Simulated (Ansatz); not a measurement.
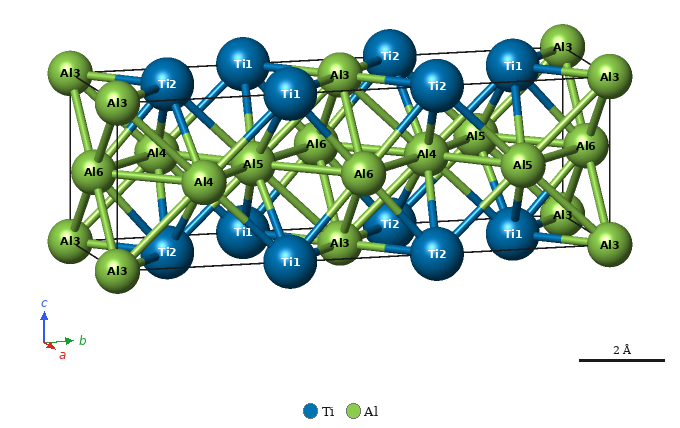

Figure 1. The structure as given in the input (ball-and-stick view of the cell 2 times as large as that of the calculation, set on its symmetry axes, seen slightly off an axis; atoms are numbered from 1 in the order of the input). An atom can appear more than once, as a periodic image.

## Two runs on TiAl2

System: TiAl2 (6 atoms in the cell).
Method of the first run: DFT PBEsol, scalar-relativistic, plane waves, PAW, no spin polarisation (Ansatz 0.2.0).

The structure derives from an entry of the Crystallography Open Database. Text and figures count atoms from 1; the logs count them from 0 in places.

Input, the first run:
```yaml
crystal:
  lattice:
    - [1.97955, -6.0472, 0.0]
    - [1.97955, 6.0472, 0.0]
    - [0.0, 0.0, 4.0315]
  atoms:
    - { symbol: Ti, position: [0.649, 0.351, 0.0] }
    - { symbol: Ti, position: [0.351, 0.649, 0.0] }
    - { symbol: Al, position: [0.0, 0.0, 0.0] }
    - { symbol: Al, position: [0.824, 0.176, 0.5] }
    - { symbol: Al, position: [0.176, 0.824, 0.5] }
    - { symbol: Al, position: [0.5, 0.5, 0.5] }
basis:
  ecutwfc: 200
kpoints:
  mp_grid: { grid: [10, 10, 10] }
hamiltonian:
  xc: pbesol
scf:
  occupations: { method: gaussian, width: 0.1 }
output:
  forces: true
  stress: true
  eigenvalues: true
relax:
  adjacent_minimum: "off"
  f_tol: 0.01
  max_steps: 60
  cell: { stress_tol: 0.05 }
```

Launched with:
```bash
ansatz run input.yaml --threads 1 --pin off --max-ram 2560MiB --backend cpu --events-out ev --progress --plain --runs-dir out
```

Hardware: 1 thread of Intel Xeon @ 2.50GHz (Skylake/Cascade Lake), 189 GiB of memory available, shared host.

Output, shortened to warnings, some set-up lines, iterations and results (the first run):
```
Warning: basis.ecutwfc = 200 eV is below the records' recommended 420 eV, and the density's cutoff is lower with it unless basis.ecutrho_ratio is high enough to keep the records' density cutoff: compare with a run at a higher cutoff
Basis set: ecut = 200 eV, 637 PW (Γ), exchange–correlation on 60×60×40 points (8 copies of the dense FFT grid, shifted against one another)
Symmetry: 8 space group operations
k-points: 186 of 1000
Initial density: superposition of atomic densities (neutral atoms: chi_scale 0, normalization atom), corrected by the library's trained network
[...]
SCF iter   1: F=—  HF=-7037.447952 eV  |F-HF|=—  |Δ(HF+E_count)|=         —  Δρ=6.36e-2  dr2=2.89e0  ethr=1.77e-3  ⟨swp⟩=6.1  Hψ=22198  notcnv=0
SCF iter   2: F=—  HF=-7036.282086 eV  |F-HF|=—  |Δ(HF+E_count)|=    1.17e0  Δρ=2.02e-2  dr2=1.49e-1  ethr=1.77e-3  ⟨swp⟩=2.8  Hψ=10553  notcnv=0  defer=207
SCF iter   3: F=—  HF=-7036.189628 eV  |F-HF|=—  |Δ(HF+E_count)|=   9.25e-2  Δρ=6.45e-3  dr2=7.65e-2  ethr=4.13e-4  ⟨swp⟩=2.1  Hψ=8540  notcnv=0  defer=207
SCF iter   4: F=—  HF=-7036.179365 eV  |F-HF|=—  |Δ(HF+E_count)|=   1.03e-2  Δρ=1.77e-3  dr2=2.63e-3  ethr=2.12e-4  ⟨swp⟩=2.0  Hψ=5657  notcnv=0  defer=207
SCF iter   5: F=—  HF=-7036.178635 eV  |F-HF|=—  |Δ(HF+E_count)|=   7.30e-4  Δρ=2.54e-4  dr2=3.59e-5  ethr=7.32e-6  ⟨swp⟩=2.9  Hψ=7821  notcnv=0  defer=207
[... 233 lines ...]
SCF iter   4: F=—  HF=-7036.290580 eV  |F-HF|=—  |Δ(HF+E_count)|=   1.40e-9  Δρ=9.40e-7  dr2=7.39e-10  ethr=4.49e-11  ⟨swp⟩=2.1  Hψ=5444  notcnv=0
SCF iter   5: F=—  HF=-7036.290580 eV  |F-HF|=—  |Δ(HF+E_count)|=  7.28e-11  Δρ=3.00e-7  dr2=1.15e-10  ethr=2.05e-12  ⟨swp⟩=2.1  Hψ=5520  notcnv=0
SCF iter   6: F=-7036.290580 eV  HF=-7036.290580 eV  |F-HF|=1.27e-11  |Δ(HF+E_count)|=  1.55e-11  Δρ=1.29e-7  dr2=1.86e-11  ethr=1.00e-12  ⟨swp⟩=3.1  Hψ=11537  notcnv=0
SCF 29 converged in 6 iterations: F = -7036.290580 eV  dr2 = 1.86e-11
relax step  29: F+E_penalty+E_count = -7036.29057953 eV  Δ(F+E_penalty+E_count) = +1.387e-3 eV  max|allowed force component| = 1.953e-3 eV/Å  Δτ_max = 0.0000 Å  P = -0.005 …
basis re-selected at this cell: Δ(F+E_penalty+E_count) = +1.387e-3 eV, ΔP = -0.005 GPa vs the last step (what re-selecting the basis moved, of the pressure what is left beyond the Pulay correction that the steps carried, after the strain that the cell walked since its last selection, with what the …
SCF converged after 6 iterations
Free energy (F): -7036.290580 eV
Harris-Foulkes:  -7036.290580 eV  (|F-HF|=1.27e-11)
Internal energy: -7036.277879 eV  (E = F + TS)
E sigma→0 (E₀):  -7036.284229 eV
Entropy (-TS):   -0.012701 eV (-2.117 meV/atom)
Fermi energy:    10.671600 eV
--- Per-component energies (eV) ---
  E_band       = -323.428381
  E_kinetic    = 662.746096
  E_local      = -2275.617443  (includes V_loc(G=0)·N_el)
  E_nonlocal   = 58.525575
  E_hartree    = 986.116437
  E_xc         = -358.805375
  E_vxc        = -369.839463  (∫ρ·V_xc dr)
  E_paw        = -3866.818649  (= ΣΔE_a)
  E_vpaw       = -371.481593  (= ΣTr[D̂ρ^β])
  E_aug_tail   = 0.005420  (compensation charges beyond the density's cutoff)
  E_ewald      = -2242.785264
  E_core_change = 0.355325  (= ΣΔE_core)
  E_smearing   = -0.012701  (= −TS)
  E_closure    = -0.000000  (closes the sum)
  Σ components = -7036.290580   (vs F -7036.290580, Δ=0.00e0)
--- Forces (eV/Å), atoms counted from 1 ---
  atom   1  Ti    -0.00000000    -0.00195346    -0.00000000
  atom   2  Ti     0.00000000     0.00195346     0.00000000
  atom   3  Al    -0.00000000     0.00000000     0.00000000
  atom   4  Al     0.00000000    -0.00068994     0.00000000
  atom   5  Al    -0.00000000     0.00068994    -0.00000000
  atom   6  Al     0.00000000     0.00000000     0.00000000
  max |Σ_I F_I| component: 3.47e-18 eV/Å
--- Stress (GPa, compression-positive) ---
       -0.010672      -0.000000       0.000000
       -0.000000       0.035806       0.000000
        0.000000       0.000000      -0.039270
  P = ⅓ Tr σ = -0.0047 GPa (-0.047 kbar)
--- Relaxed structure (20 steps of the walk, 19 accepted, 9 SCFs on fresh bases) ---
  F+E_penalty+E_count = -7036.29057953 eV   max|allowed force component| = 1.953e-3 eV/Å   (the final SCF, on the basis selected at the relaxed cell)
  cell:  # Å, volume = 92.4258 Å³
    - [1.9461200490513553, -6.0262164116297505, 1.3181807821309782e-32]
    - [1.9461200490513553, 6.0262164116297505, -1.3223364210961574e-32]
[...]
```

For the second run the input was changed thus:
```diff
-  ecutwfc: 200
+  ecutwfc: 350
```

Predict how the results change.

The free energy of the second run is 2043.5 meV per atom lower, which measures how much it depends on this numerical setting. The volume per atom goes from 15.40 to 15.56 Å³. More plane waves can only lower the energy of a fixed Hamiltonian, so the higher cutoff gives the lower value. The SCF takes 58 iterations over all geometry steps against 185. On the same kind of shared host the second run took about 0.62 times as long.

Output, shortened to warnings, some set-up lines, iterations and results (the second run):
```
Warning: basis.ecutwfc = 350 eV is below the records' recommended 420 eV, and the density's cutoff is lower with it unless basis.ecutrho_ratio is high enough to keep the records' density cutoff: compare with a run at a higher cutoff
Basis set: ecut = 350 eV, 1449 PW (Γ), exchange–correlation on 80×80×50 points (8 copies of the dense FFT grid, shifted against one another)
Symmetry: 8 space group operations
k-points: 186 of 1000
Initial density: superposition of atomic densities (neutral atoms: chi_scale 0, normalization atom), corrected by the library's trained network
[...]
SCF iter   1: F=—  HF=-7048.436058 eV  |F-HF|=—  |Δ(HF+E_count)|=         —  Δρ=4.49e-3  dr2=1.28e-2  ethr=1.77e-3  ⟨swp⟩=6.1  Hψ=22454  notcnv=0
SCF iter   2: F=—  HF=-7048.432250 eV  |F-HF|=—  |Δ(HF+E_count)|=   3.81e-3  Δρ=1.90e-3  dr2=3.25e-3  ethr=3.57e-5  ⟨swp⟩=2.9  Hψ=9595  notcnv=0  defer=35
SCF iter   3: F=—  HF=-7048.431628 eV  |F-HF|=—  |Δ(HF+E_count)|=   6.22e-4  Δρ=5.71e-4  dr2=5.31e-4  ethr=9.04e-6  ⟨swp⟩=2.8  Hψ=7525  notcnv=0  defer=35
SCF iter   4: F=—  HF=-7048.431537 eV  |F-HF|=—  |Δ(HF+E_count)|=   9.07e-5  Δρ=6.52e-5  dr2=5.70e-6  ethr=1.47e-6  ⟨swp⟩=2.0  Hψ=5739  notcnv=0  defer=35
SCF iter   5: F=—  HF=-7048.431357 eV  |F-HF|=—  |Δ(HF+E_count)|=   1.80e-4  Δρ=1.64e-5  dr2=2.45e-7  ethr=1.58e-8  ⟨swp⟩=2.0  Hψ=6108  notcnv=0  defer=35
[... 66 lines ...]
SCF iter   4: F=-7048.551441 eV  HF=-7048.551441 eV  |F-HF|=1.82e-11  |Δ(HF+E_count)|=  4.31e-10  Δρ=2.48e-7  dr2=5.70e-11  ethr=1.41e-11  ⟨swp⟩=2.0  Hψ=5529  notcnv=0
SCF iter   5: F=-7048.551441 eV  HF=-7048.551441 eV  |F-HF|=9.09e-13  |Δ(HF+E_count)|=  2.73e-12  Δρ=5.37e-8  dr2=3.54e-12  ethr=1.00e-12  ⟨swp⟩=1.0  Hψ=4464  notcnv=0
SCF iter   6: F=-7048.551441 eV  HF=-7048.551441 eV  |F-HF|=9.09e-13  |Δ(HF+E_count)|=  2.73e-12  Δρ=1.20e-8  dr2=1.90e-13  ethr=1.00e-12  ⟨swp⟩=2.0  Hψ=12637  notcnv=0
SCF 9 converged in 6 iterations: F = -7048.551441 eV  dr2 = 1.90e-13
relax step   9: F+E_penalty+E_count = -7048.55144143 eV  Δ(F+E_penalty+E_count) = +9.557e-4 eV  max|allowed force component| = 7.738e-4 eV/Å  Δτ_max = 0.0000 Å  P = -0.013 …
basis re-selected at this cell: Δ(F+E_penalty+E_count) = +9.557e-4 eV, ΔP = -0.009 GPa vs the last step (what re-selecting the basis moved, of the pressure what is left beyond the Pulay correction that the steps carried, after the strain that the cell walked since its last selection, with what the …
SCF converged after 6 iterations
Free energy (F): -7048.551441 eV
Harris-Foulkes:  -7048.551441 eV  (|F-HF|=9.09e-13)
Internal energy: -7048.538257 eV  (E = F + TS)
E sigma→0 (E₀):  -7048.544849 eV
Entropy (-TS):   -0.013185 eV (-2.197 meV/atom)
Fermi energy:    10.474813 eV
--- Per-component energies (eV) ---
  E_band       = -311.005756
  E_kinetic    = 642.802433
  E_local      = -2323.022922  (includes V_loc(G=0)·N_el)
  E_nonlocal   = 62.872862
  E_hartree    = 1014.142384
  E_xc         = -353.945284
  E_vxc        = -363.444123  (∫ρ·V_xc dr)
  E_paw        = -3866.193010  (= ΣΔE_a)
  E_vpaw       = -358.499731  (= ΣTr[D̂ρ^β])
  E_aug_tail   = 0.000956  (compensation charges beyond the density's cutoff)
  E_ewald      = -2225.551000
  E_core_change = 0.355325  (= ΣΔE_core)
  E_smearing   = -0.013185  (= −TS)
  E_closure    = -0.000000  (closes the sum)
  Σ components = -7048.551441   (vs F -7048.551441, Δ=0.00e0)
--- Forces (eV/Å), atoms counted from 1 ---
  atom   1  Ti    -0.00000000     0.00076438     0.00000000
  atom   2  Ti     0.00000000    -0.00076438    -0.00000000
  atom   3  Al     0.00000000     0.00000000     0.00000000
  atom   4  Al    -0.00000000    -0.00077382     0.00000000
  atom   5  Al     0.00000000     0.00077382    -0.00000000
  atom   6  Al     0.00000000     0.00000000     0.00000000
  max |Σ_I F_I| component: 1.08e-19 eV/Å
--- Stress (GPa, compression-positive) ---
       -0.006445       0.000000       0.000000
        0.000000      -0.016887      -0.000000
        0.000000      -0.000000      -0.015152
  P = ⅓ Tr σ = -0.0128 GPa (-0.128 kbar)
--- Relaxed structure (7 steps of the walk, 6 accepted, 2 SCFs on fresh bases) ---
  F+E_penalty+E_count = -7048.55144143 eV   max|allowed force component| = 7.738e-4 eV/Å   (the final SCF, on the basis selected at the relaxed cell)
  cell:  # Å, volume = 93.3415 Å³
    - [1.949929964891311, -6.0265441945934475, -7.6109723096409245e-34]
    - [1.949929964891311, 6.0265441945934475, 2.624205551425797e-34]
[...]
```

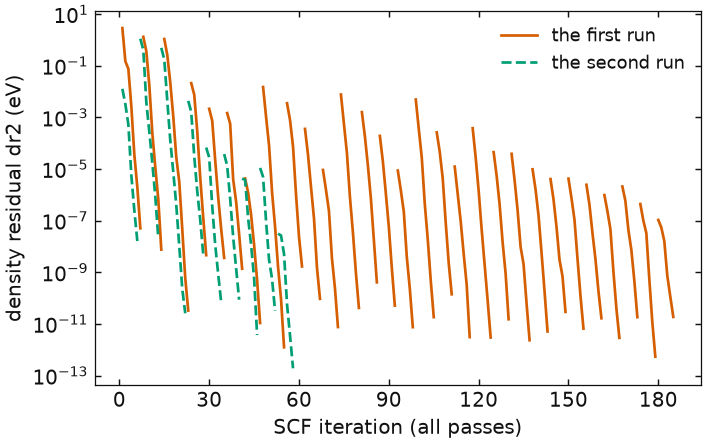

Figure 2. Convergence of the two runs: density residual dr2 against the SCF iteration. A break in a curve parts two SCF passes. The first run takes 185 iterations in all, and the second run takes 58.

The two runs side by side:

```tsv
quantity	the first run	the second run
outcome	converged	converged
free energy per atom (eV)	−1172.7151	−1174.7586
energy per atom, smearing taken to zero (eV)	−1172.7140	−1174.7575
gap on the mesh (eV)	0.00	0.00
pressure (GPa)	0.00	−0.01
volume per atom (Å³)	15.40	15.56
largest force (eV/Å)	0.002	0.001
SCF iterations	185	58
irreducible k-points	186	186
wall time (shared host)	10 min	6.4 min
```

For both runs: Warnings: the cutoff is below the recommended one.
